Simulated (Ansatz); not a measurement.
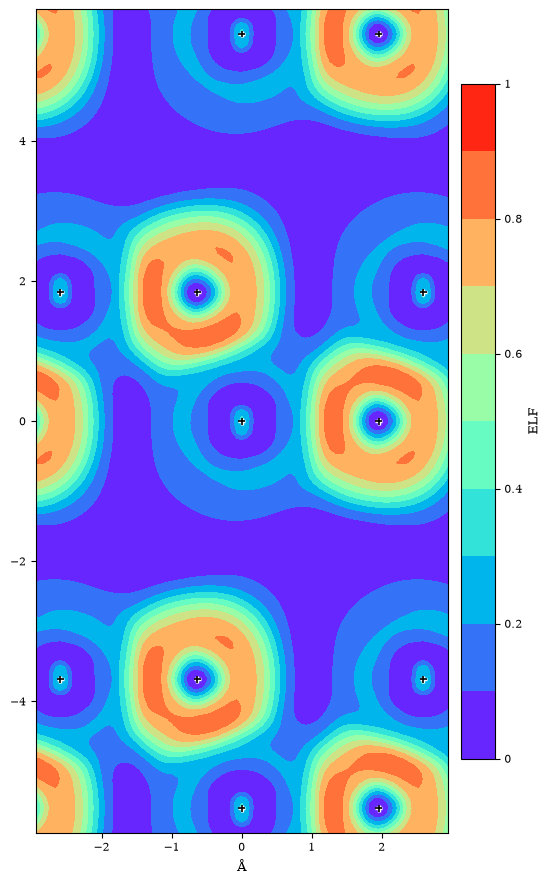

The electron localisation function on a plane through atoms (crosses mark nuclei in the plane).

These are results of DFT PBEsol, scalar-relativistic, plane waves, PAW in Ansatz 0.2.0, not measurements.

Candidates:
A. Cu (slab), a = 2.56 Å, b = 2.56 Å, c = 33.08 Å, α = 90.00°, β = 90.00°, γ = 90.00°. Computed without spin polarisation.
B. GaN, a = 3.19 Å, b = 3.19 Å, c = 5.18 Å, α = 90.00°, β = 90.00°, γ = 120.00°. Space group P6₃mc; a generated structure, not necessarily the stable one.

Which candidate gave the map?

Answer. Candidate B: GaN on the (110) plane of the conventional cell, which holds Ga and N. Ga–N (1.95 Å): the ELF peaks at about 0.85 in the valence shell of N, 0.7 Å from its nucleus, and is about 0.50 at the midpoint.
